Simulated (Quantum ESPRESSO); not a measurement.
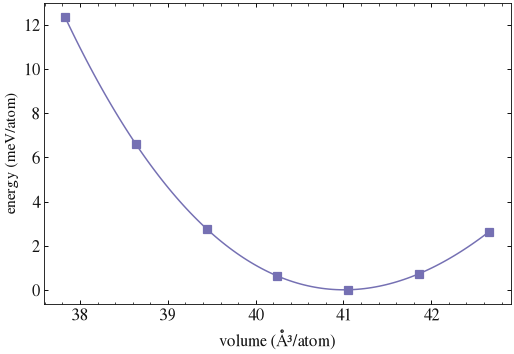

The picture above shows the energy against volume.

Method: plane-wave DFT, no spin polarisation; energies at scaled volumes of the given cell, shape and fractions fixed, counted from the fit's minimum, third-order Birch-Murnaghan fit (Quantum ESPRESSO 7.5). Level: PBE with D3(BJ).

Q: For which of these solids was it computed?
A. Sn, Fd-3m (No. 227)
B. BaS, Fm-3m (No. 225)
C. RbBr, Fm-3m (No. 225)

A: C, RbBr: energy from 0.00 meV/atom to 12.35 meV/atom, V0 41.01 Å³/atom, B0 13.7 GPa. The others give: Sn, energy from 0.11 meV/atom to 65.01 meV/atom, V0 35.65 Å³/atom, B0 39.3 GPa; BaS, energy from 0.08 meV/atom to 16.70 meV/atom, V0 32.44 Å³/atom, B0 44.4 GPa.

For BaS, limits of the calculation: this release of the barium file is off.
